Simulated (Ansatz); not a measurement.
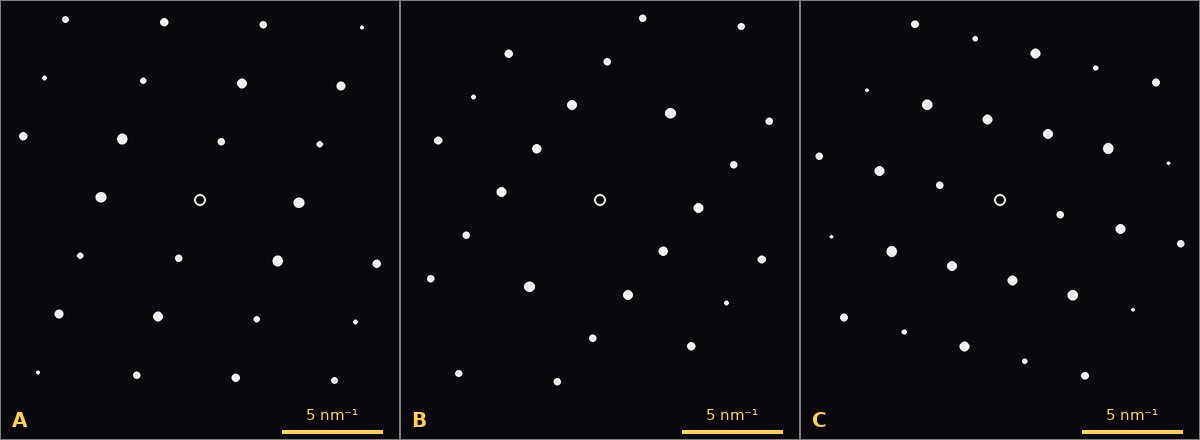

Simulated selected-area electron diffraction patterns (200 kV, kinematic approximation, thin crystal, B = 0.5 Å² for all atoms).

All three come from Ir, space group Cmcm (No. 63), a = 2.65 Å, b = 6.45 Å, c = 3.57 Å. Structure: the input geometry of an electronic-structure calculation (not necessarily at equilibrium); the starting structure was generated, so it need not be a known form of this composition.

```json
{"atom": "Ir", "site": "4c", "symmetry": "m2m", "x": "0.0000", "y": "0.3525", "z": "0.7500"}
```

**Assign the zone axes [001], [101], [110] to A, B and C.**

A is [101]: centred rectangular net of 0 2 0 at d = 3.22 Å and 1 1 -1 at d = 2.02 Å, at 71.7°. B is [110]: rectangular net of 0 0 1 (itself extinct) at d = 3.57 Å and 1 -1 0 at d = 2.45 Å, at 90.0°. C is [001]: centred rectangular net of 0 2 0 at d = 3.22 Å and 1 1 0 at d = 2.45 Å, at 67.6°.
